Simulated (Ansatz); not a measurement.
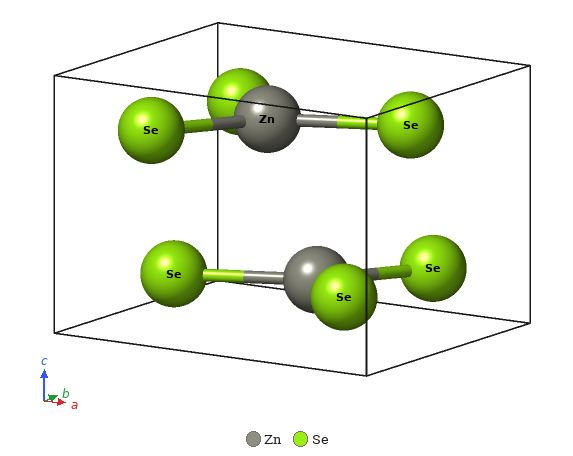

Crystal structure, ball-and-stick style, seen slightly off an axis. One conventional unit cell is framed, with atoms on its boundary repeated. Finite groups of bonded atoms are drawn whole. Cell: a = 7.67 Å, b = 7.67 Å, c = 4.12 Å, α = 90.00°, β = 90.00°, γ = 120.00°.

Its origin is a random cell made by a generator, so it need not be a real form of the compound. Earlier steps of the study may have refined or changed the cell and positions. It was run through Ansatz as a DFT input.

**Caption:**

The formula is ZnSe$_{3}$. Its lattice is primitive hexagonal, its space group P6_3/mmc (No. 194). Content of the cell: 2 Zn, 6 Se (Z = 2). Around each Zn lie three Se in a trigonal planar arrangement at about 2.4 Å. Se bonds to one Zn at about 2.4 Å. The bonds build separate ZnSe3 groups.

Level of theory and settings: Ansatz 0.2.0, DFT PBE, scalar-relativistic, plane waves, PAW, wavefunction cutoff 420 eV, k-point mesh 6×6×10, Gaussian smearing of 0.1 eV, no spin polarisation.

**Predict the gap.**

A metal: bands cross the Fermi level.

**Give the Bader charge of each element.**

Zn +0.63 e; Se -0.21 e.

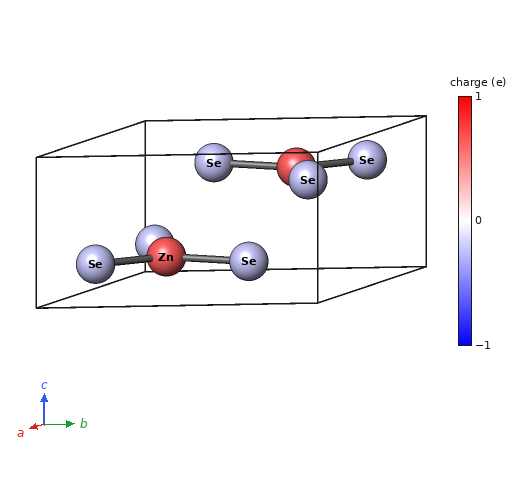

The atoms coloured by those charges. The run's cell of 8 atoms is drawn.

**Has the structure come to rest?**

Yes. All forces vanish to within 0.01 eV/Å. The pressure is 0.0 GPa, close to zero.
